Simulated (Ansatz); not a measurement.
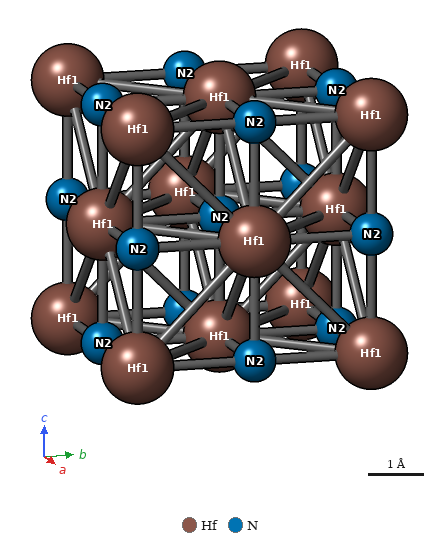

**Figure 1.** The structure as given in the input (ball-and-stick view of the cell 4 times as large as that of the calculation, set on its symmetry axes, seen slightly off an axis; atoms are numbered from 1 in the order of the input). An atom can appear more than once, as a periodic image.

**HfN: a failed or faulty run and its cure**

System: HfN (Fm-3m, 2 atoms in the cell).
Method of run 1: DFT, PBE, plane waves, PAW, no spin polarisation (Ansatz 0.2.0).

The structure derives from an entry of the Crystallography Open Database. The run did not end well. Text and figures count atoms from 1; the logs count them from 0 in places.

### Input file, run 1
```yaml
crystal:
  lattice:
    - [0.0, 2.2274763943, 2.2274763943]
    - [2.2274763943, 0.0, 2.2274763943]
    - [2.2274763943, 2.2274763943, 0.0]
  atoms:
    - { symbol: Hf, position: [0.0, 0.0, 0.0] }
    - { symbol: "N", position: [0.5, 0.5, 0.5] }
basis:
  ecutwfc: 420
kpoints:
  mp_grid: { grid: [16, 16, 16] }
hamiltonian:
  xc: pbe
scf:
  occupations: { method: gaussian, width: 0.1 }
  max_iter: 3
output:
  forces: true
  eigenvalues: true
  stress: true
```

Command:
```bash
ansatz run input.yaml --threads 1 --pin off --max-ram 2560MiB --backend cpu --events-out ev --progress --plain --runs-dir out
```

Hardware: 1 thread of Arm Neoverse V2, 24 GiB of memory available, shared host.

### Output, shortened to warnings, some set-up lines, iterations and results (run 1)
```
Error: did not converge after 3 iterations: dr2 = 6.15e-5 (threshold 1.00e-7), under the density mixer `msr1`, which `scf.mixing.algorithm: auto` chose by the deck's other keys (type `scf.mixing.algorithm: msr1` to keep it); raise `scf.max_iter`, which need not help a stalled SCF, or adjust the mixing (`scf.mixing`) or, under a smearing, its width (`scf.occupations.width`, in either direction: …
Basis set: ecut = 420 eV, 411 PW (Γ), exchange–correlation on 48×48×48 points (8 copies of the dense FFT grid, shifted against one another)
Symmetry: 48 space group operations
k-points: 145 of 4096
Initial density: superposition of atomic densities (neutral atoms: chi_scale 0, normalization atom), corrected by the library's trained network
[...]
SCF iter   1: F=—  HF=-16108.614650 eV  |F-HF|=—  |Δ(HF+E_count)|=         —  Δρ=4.53e-3  dr2=5.19e-3  ethr=1.77e-3  ⟨swp⟩=4.7  Hψ=28242  notcnv=0
SCF iter   2: F=—  HF=-16108.613469 eV  |F-HF|=—  |Δ(HF+E_count)|=   1.18e-3  Δρ=1.40e-3  dr2=3.32e-4  ethr=1.67e-5  ⟨swp⟩=3.2  Hψ=16183  notcnv=0
SCF iter   3: F=—  HF=-16108.613316 eV  |F-HF|=—  |Δ(HF+E_count)|=   1.53e-4  Δρ=6.79e-4  dr2=6.15e-5  ethr=1.07e-6  ⟨swp⟩=2.4  Hψ=14678  notcnv=0
Error: did not converge after 3 iterations: dr2 = 6.15e-5 (threshold 1.00e-7), under the density mixer `msr1`, which `scf.mixing.algorithm: auto` chose by the deck's other keys (type `scf.mixing.algorithm: msr1` to keep it); raise `scf.max_iter`, which need not help a stalled SCF, or adjust the …
```

Q: What should be changed in this input?

A: The input was spoiled on purpose: too few SCF iterations. The cap is below what the field needs. The run did not converge: “did not converge after 3 iterations: dr2 = 6.15e-5 (threshold 1.00e-7), under the density mixer `msr1`, which `scf.mixing.algorithm: auto` chose by the deck's other keys (type `scf.mixing.algorithm: msr1` to keep it) …” Its last values are not results. Likely cause: The residual was still falling when the limit of 3 iterations cut the run off.

A run of the same system that converges differs from this input as follows (lines with − go, lines with + come):
```diff
-  max_iter: 3
```

### Output, shortened to warnings, some set-up lines, iterations and results (run 2)
```
Basis set: ecut = 420 eV, 411 PW (Γ), exchange–correlation on 48×48×48 points (8 copies of the dense FFT grid, shifted against one another)
Symmetry: 48 space group operations
k-points: 145 of 4096
Initial density: superposition of atomic densities (neutral atoms: chi_scale 0, normalization atom), corrected by the library's trained network
[...]
SCF iter   1: F=—  HF=-16108.614819 eV  |F-HF|=—  |Δ(HF+E_count)|=         —  Δρ=4.55e-3  dr2=5.28e-3  ethr=1.77e-3  ⟨swp⟩=4.9  Hψ=12229  notcnv=0
SCF iter   2: F=—  HF=-16108.613461 eV  |F-HF|=—  |Δ(HF+E_count)|=   1.36e-3  Δρ=1.40e-3  dr2=3.24e-4  ethr=1.70e-5  ⟨swp⟩=1.7  Hψ=4438  notcnv=0
SCF iter   3: F=—  HF=-16108.613318 eV  |F-HF|=—  |Δ(HF+E_count)|=   1.43e-4  Δρ=6.91e-4  dr2=6.12e-5  ethr=1.05e-6  ⟨swp⟩=2.1  Hψ=4262  notcnv=0
SCF iter   4: F=—  HF=-16108.613293 eV  |F-HF|=—  |Δ(HF+E_count)|=   2.44e-5  Δρ=3.42e-4  dr2=1.02e-5  ethr=1.98e-7  ⟨swp⟩=2.0  Hψ=5088  notcnv=0
SCF iter   5: F=—  HF=-16108.613287 eV  |F-HF|=—  |Δ(HF+E_count)|=   6.07e-6  Δρ=5.35e-5  dr2=2.11e-7  ethr=3.30e-8  ⟨swp⟩=3.0  Hψ=6110  notcnv=0
SCF iter   6: F=-16108.613287 eV  HF=-16108.613287 eV  |F-HF|=5.05e-9  |Δ(HF+E_count)|=   3.91e-8  Δρ=6.98e-6  dr2=3.92e-9  ethr=3.23e-10  ⟨swp⟩=6.0  Hψ=12745  notcnv=0
SCF 1 converged in 6 iterations: F = -16108.613287 eV  dr2 = 3.92e-9
SCF converged after 6 iterations
Free energy (F): -16108.613287 eV
Harris-Foulkes:  -16108.613287 eV  (|F-HF|=5.05e-9)
Internal energy: -16108.610283 eV  (E = F + TS)
E sigma→0 (E₀):  -16108.611785 eV
Entropy (-TS):   -0.003004 eV (-1.502 meV/atom)
Fermi energy:    24.949737 eV
--- Per-component energies (eV) ---
  E_band       = 216.427870
  E_kinetic    = 560.820712
  E_local      = -4599.062742  (includes V_loc(G=0)·N_el)
  E_nonlocal   = -1197.861965
  E_hartree    = 2198.256429
  E_xc         = -362.924235
  E_vxc        = -346.549643  (∫ρ·V_xc dr)
  E_paw        = -7055.685328  (= ΣΔE_a)
  E_vpaw       = 1402.567352  (= ΣTr[D̂ρ^β])
  E_aug_tail   = 0.000097  (compensation charges beyond the density's cutoff)
  E_ewald      = -5652.153250
  E_smearing   = -0.003004  (= −TS)
  E_closure    = 0.000000  (closes the sum)
  Σ components = -16108.613287   (vs F -16108.613287, Δ=0.00e0)
--- Forces (eV/Å), atoms counted from 1 ---
  atom   1  Hf    -0.00000000     0.00000000    -0.00000000
  atom   2  N      0.00000000    -0.00000000     0.00000000
  max |Σ_I F_I| component: 4.27e-30 eV/Å
--- Stress (GPa, compression-positive) ---
       18.588489      -0.000000      -0.000000
       -0.000000      18.588489      -0.000000
        0.000000       0.000000      18.588489
  P = ⅓ Tr σ = 18.5885 GPa (185.885 kbar)
```

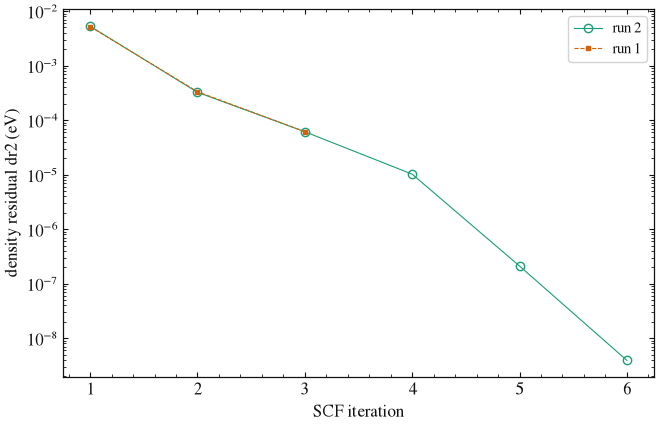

**Figure 2.** Convergence of the two runs: density residual dr2 against the SCF iteration. Run 2 takes 6 iterations in all, and run 1 stops after 3.

### The two runs side by side

```tsv
quantity	run 1	run 2
outcome	not converged	converged
free energy per atom (eV)	–	−8054.3066
gap on the mesh (eV)	–	0.00
pressure (GPa)	–	18.59
volume per atom (Å³)	–	11.05
largest force (eV/Å)	–	0.000
SCF iterations	–	6
irreducible k-points	–	145
plane waves at Γ	–	411
wall time (shared host)	2.8 s	2.9 s
```

Notes on run 2: Spin–orbit coupling is left out, which matters for Hf. The cell holds an odd number of electrons but the run has no spin polarisation, so a band is left half filled. The cell is under a pressure of 18.6 GPa at this level, so it is not at its equilibrium volume.
